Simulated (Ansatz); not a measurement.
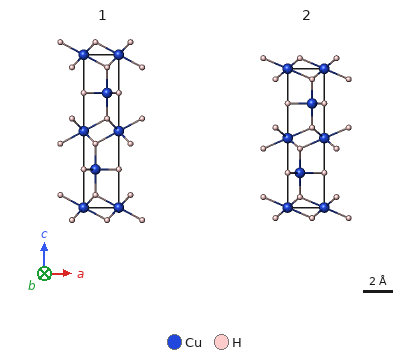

Two geometries of crystalline Cu₂H₃ (a generated structure, set up in P6_3/mmc), drawn at one scale. One is the start of a relaxation, the other its converged end. The picture is a ball-and-stick view of the cell of the calculation, seen along the b axis.

All numbers below come from DFT PBE, scalar-relativistic, plane waves, PAW (Ansatz 0.2.0). (plane-wave cutoff 420 eV; k-point mesh 12 × 12 × 4; occupations gaussian; smearing width 0.1 eV; no spin polarisation; cell and atoms relaxed; force threshold 0.01 eV/Å; at most 80 steps)

> Which geometry has the lower energy?

Structure 1 is the relaxed one. The largest moves relative to the cell, 0.070 Å, are those of H atoms. Cu stays in place. The volume changes by +1.2 %, with a = b 2.963 → 2.841 Å (−4.1 %), c 9.733 → 10.713 Å (+10.1 %). Near-neighbour distances that change, for instance: Cu–H 1.695 → 1.796 Å, Cu–H 1.711 → 1.640 Å. Bond angles that change, for instance: H–Cu–H 74.7° → 80.6°, Cu–H–Cu 105.3° → 99.4°, H–Cu–H 105.3° → 99.4°. The space group stays P6_3/mmc (No. 194). Over 8 accepted moves (10 points after the start) the energy falls by 8.6 meV per atom. The largest force component goes from 0.012 to under 0.0001 eV/Å. Pressure: 0.10 GPa at the start and 0.00 GPa at the end. The SCF was repeated twice at an unchanged geometry on a basis and grid sized afresh for the cell, which shifted the energy by 0.6 meV per atom at most. Cost: 2.2 min on 1 thread of Arm Neoverse V2, with other jobs on the host, peak memory 0.45 GiB.
